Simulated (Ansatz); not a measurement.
## GeSi2: single-point calculation

The run: single-point calculation of GeSi2 (Fm-3m, 3 atoms in the cell). Method and program: DFT, r2SCAN, plane waves, PAW, no spin polarisation (Ansatz 0.2.0).

The structure was made by swapping elements on the sites of another compound; it need not be a known phase. Some settings of this run were made unusual or wrong on purpose. Figures and captions count atoms from 1; the log counts them from 0 in places.

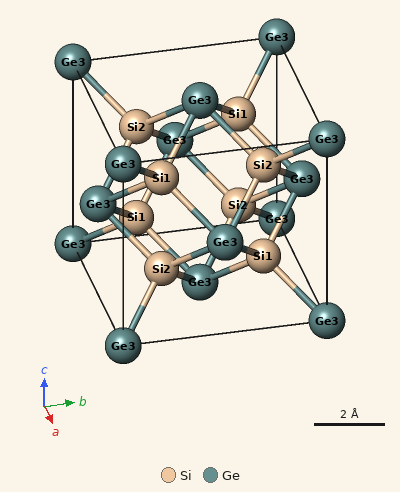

*The input geometry (ball-and-stick view of the cell 4 times as large as that of the calculation, set on its symmetry axes, seen at an oblique angle; atoms are numbered from 1 in the order of the input).*

Near neighbours in the crystal (not all of them lie inside the picture): Si has 4 Ge at 2.63 Å; Ge has 8 Si at 2.63 Å.

**The input**
```yaml
crystal:
  lattice:
    - [0.0, 3.0316205796, 3.0316205796]
    - [3.0316205796, 0.0, 3.0316205796]
    - [3.0316205796, 3.0316205796, 0.0]
  atoms:
    - { symbol: Si, position: [0.25, 0.25, 0.25] }
    - { symbol: Si, position: [0.75, 0.75, 0.75] }
    - { symbol: Ge, position: [0.0, 0.0, 0.0] }
basis:
  ecutwfc: 500
kpoints:
  mp_grid: { grid: [14, 14, 14] }
hamiltonian:
  xc: r2scan
scf:
  occupations: { method: fixed }
  max_iter: 50
output:
  forces: true
  eigenvalues: true
  stress: true
```

Launch command:
```bash
ansatz run input.yaml --threads 1 --pin off --max-ram 2560MiB --backend cpu --events-out ev --progress --plain --runs-dir out
```

**Output**
```
Engine: ansatz 0.2.0, x86_64-unknown-linux-gnu
Pseudopotentials: kind: paw
Pseudopotential: Si, paw, valence charge 4, recommended cutoff 500 eV (meta_gga), Si.paw.azcp
Pseudopotential: Ge, paw, valence charge 14, recommended cutoff 500 eV (meta_gga), Ge.paw.azcp
Functional definition: r2SCAN
  parameter k0 = 0.174
  parameter k1 = 0.065
  parameter a1 = 4.9479
  exchange = r2scan_x(k0 = k0, k1 = k1, a1 = a1)
  correlation = r2scan_c
Crystal: 3 atoms, lattice volume = 55.726 Å³
Basis set: ecut = 500 eV, 1411 PW (Γ), exchange–correlation on 128×128×128 points (64 copies of the dense FFT grid, shifted against one another)
Bands: 15, of which v1, the nominal top of the filled ones, is band 11 counted from 1 (10 counted from 0)
Symmetry: 48 space group operations
Space group: Fm-3m (ITA 225), of the structure as read, at distance tolerance 3.8e-5 Å
k-points: 104 of 2744
Non-local potential: Si, projectors of the file, l = 0: 2, l = 1: 2, l = 2: 2
Non-local potential: Ge, projectors of the file, l = 0: 2, l = 1: 2, l = 2: 3, l = 3: 1
PAW form: soft (Blöchl's): semilocal exchange-correlation on the pseudo side does not see the compensation charge
PAW frozen core: Si, regenerated for the run's functional (the file was generated under x = pbe(κ = 0.804, μ = 0.2195149727645171), c = pbe(β = 0.06672455060314922))
PAW frozen core: Ge, regenerated for the run's functional (the file was generated under x = pbe(κ = 0.804, μ = 0.2195149727645171), c = pbe(β = 0.06672455060314922))
PAW one-centre angular grid: Si, 302 points (default); XC on 160 Gauss nodes
PAW one-centre angular grid: Ge, 590 points (default); XC on 160 Gauss nodes
Initial density: superposition of atomic densities (neutral atoms: chi_scale 0, normalization atom), corrected by the library's trained network
Initial wavefunctions: pseudopotential atomic-orbital guess
Functional: x = r2scan, c = r2scan; τ floored in thin density (d = 2e-4 eV/Å³)
SCF iter   1: F=—  HF=-5578.256610 eV  |F-HF|=—  |Δ(HF+E_count)|=         —  Δρ=6.07e-3  dr2=3.18e-2  dr2_τ=4.25e-3  ethr=1.77e-3  ⟨swp⟩=5.0  Hψ=7699  notcnv=0  defer=210
preconditioner: auto → none  [insulator: Δε(μ)=0.021 eV  Ē_g=8.509 eV  n_scr=14 (ndim 8)  ℏωp=17.2 eV  f_vac=0.000  ε∞_Penn≈5.1]
SCF iter   2: F=—  HF=-5578.262274 eV  |F-HF|=—  |Δ(HF+E_count)|=   5.66e-3  Δρ=1.93e-3  dr2=2.29e-3  dr2_τ=3.99e-5  ethr=1.45e-4  ⟨swp⟩=2.1  Hψ=3753  notcnv=0  defer=208
SCF iter   3: F=—  HF=-5578.261643 eV  |F-HF|=—  |Δ(HF+E_count)|=   6.31e-4  Δρ=1.06e-3  dr2=4.18e-4  dr2_τ=2.48e-6  ethr=1.04e-5  ⟨swp⟩=2.0  Hψ=2912  notcnv=0  defer=208
SCF iter   4: F=—  HF=-5578.261676 eV  |F-HF|=—  |Δ(HF+E_count)|=   3.35e-5  Δρ=1.33e-4  dr2=5.62e-6  dr2_τ=1.09e-7  ethr=1.90e-6  ⟨swp⟩=2.9  Hψ=2323  notcnv=0  defer=208
SCF iter   5: F=—  HF=-5578.261680 eV  |F-HF|=—  |Δ(HF+E_count)|=   3.54e-6  Δρ=3.20e-5  dr2=2.54e-7  dr2_τ=4.21e-9  ethr=2.55e-8  ⟨swp⟩=3.0  Hψ=2742  notcnv=0  defer=4
SCF iter   6: F=-5578.261680 eV  HF=-5578.261680 eV  |F-HF|=7.86e-10  |Δ(HF+E_count)|=   3.22e-7  Δρ=2.11e-6  dr2=2.51e-9  dr2_τ=7.84e-11  ethr=4.55e-10  ⟨swp⟩=6.7  Hψ=8499  notcnv=0
WARN: a fill by count may have filled part of one level: at k-index 2 the highest filled band, 8.089163 eV, and the lowest empty band, 8.089163 eV, stand 5.329e-15 eV apart, within the solve's uncertainty, 3.162e-4 eV. If they are one level, whatever splits it, however little, can move the result. A smearing (`scf.occupations.method` with a `width`) well over the split that the run's distortions make, where the deck can take one, can fill the level evenly. On an open shell (a free atom, a radical) an even fill, a smearing's or one that the run's symmetry operations hold, can lie tenths of an eV above a state that splits the level, and an energy difference taken against it is then off by as much. To look for that state on an open shell, re-run with `crystal.symmetry.detect: false`, without `crystal.symmetry.time_reversal: true` (on a non-collinear deck from a starting moment too), where the deck allows it, and compare the energies; that run can end on one of several states, or fail to converge. If the gap is true, a tighter SCF threshold (`scf.convergence.dr2_threshold`, or `saddle.dr2_threshold`, `phonons.dr2_threshold` by `fd` or `hamiltonian.hubbard.lr.dr2_threshold` where that key governs the SCF) lowers that uncertainty; where it stays it is the eigensolver's: a larger `scf.n_extra_bands` or, on support functions, `scf.eigensolver.kind: davidson` lowers it. See `scf.occupations.method`, Limitations, in the input reference
SCF 1 converged in 6 iterations: F = -5578.261680 eV  dr2 = 2.51e-9
  greatest PAW one-centre occupation: 0.998 electrons in one spin orbital (limit 2), on the Ge atom at site 2 (counted from 0), in its partial waves of l = 2
SCF converged after 6 iterations
Free energy (F): -5578.261680 eV
Harris-Foulkes:  -5578.261680 eV  (|F-HF|=7.86e-10)
Internal energy: -5578.261680 eV  (E = F + TS)
E sigma→0 (E₀):  -5578.261680 eV
Fermi energy:    9.875155 eV
--- Per-component energies (eV) ---
  E_band       = -128.758758
  E_kinetic    = 189.046306
  E_local      = -2693.130096  (includes V_loc(G=0)·N_el)
  E_nonlocal   = 468.744983
  E_hartree    = 1195.911198
  E_xc         = -171.616787
  E_vxc        = -167.656695  (∫ρ·V_xc dr)
  E_paw        = -3069.959822  (= ΣΔE_a)
  E_vpaw       = -325.854382  (= ΣTr[D̂ρ^β])
  E_aug_tail   = 0.000017  (compensation charges beyond the density's cutoff)
  E_vtau       = 8.267596  (kinetic-family band-sum trace: ∫τ·v_τ [+ j·A + Jᵃ·Aᵃ] dr)
  E_ewald      = -1496.018847
  E_core_change = -1.238632  (= ΣΔE_core)
  E_smearing   = -0.000000  (= −TS)
  E_closure    = 0.000000  (closes the sum)
  Σ components = -5578.261680   (vs F -5578.261680, Δ=0.00e0)
--- Forces (eV/Å), atoms counted from 1 ---
  atom   1  Si     0.00000000    -0.00000000    -0.00000000
  atom   2  Si    -0.00000000    -0.00000000    -0.00000000
  atom   3  Ge    -0.00000000     0.00000000     0.00000000
  max |Σ_I F_I| component: 2.02e-17 eV/Å
--- Stress (GPa, compression-positive) ---
        1.782524       0.000000       0.000000
       -0.000000       1.782524      -0.000000
        0.000000       0.000000       1.782524
  P = ⅓ Tr σ = 1.7825 GPa (17.825 kbar)
--- Band table (eV; the first three rows and the last of 104) ---
  k-point 0: bands = ["-16.6085", "-16.6085", "-16.6085", "-16.5774", "-16.5774", "-5.1994", "5.9011", "7.1017", "7.1017", "7.1017", "7.2770", "7.2770", "7.2770", "7.7752", "12.7329"]
  k-point 1: bands = ["-16.6086", "-16.6084", "-16.6084", "-16.5774", "-16.5774", "-5.1391", "5.2374", "6.3057", "6.7138", "6.7138", "7.6806", "7.6814", "7.6814", "8.9736", "12.3171"]
  k-point 2: bands = ["-16.6086", "-16.6079", "-16.6079", "-16.5774", "-16.5774", "-4.9593", "3.9131", "5.8085", "6.3080", "6.3080", "8.0892", "8.0892", "8.2439", "10.5807", "11.8935"]
  k-point 103: bands = ["-16.6085", "-16.6061", "-16.6017", "-16.5784", "-16.5759", "-1.4898", "-0.4112", "0.1815", "2.8196", "7.1930", "8.8446", "9.5666", "11.4579", "13.9166", "14.7915"]
```

**Outcome**

| quantity | value |
| --- | --- |
| outcome | converged |
| space group (tolerance 0.01 Å) | Fm-3m (225) |
| electrons treated | 22 |
| free energy | −5578.2617 eV |
| Fermi energy | 9.875 eV |
| gap on the k-point mesh | none (metallic) |
| pressure | 1.78 GPa |
| largest force (length of the vector) | under 0.001 eV/Å |
| hardware | 1 thread of Intel Xeon @ 2.50GHz (Skylake/Cascade Lake), 192 GiB of memory available, shared host |
| wall time | 17 s |
| peak memory | 0.58 GiB |

**Diagnosis**

A setting was made wrong on purpose: fixed occupations whatever the gap (`scf.occupations`). Fixed occupations are valid only where a gap stays open. The program still converged, but the numbers can't be taken as results for the intended system. Notes on the run: filled and empty bands overlap.
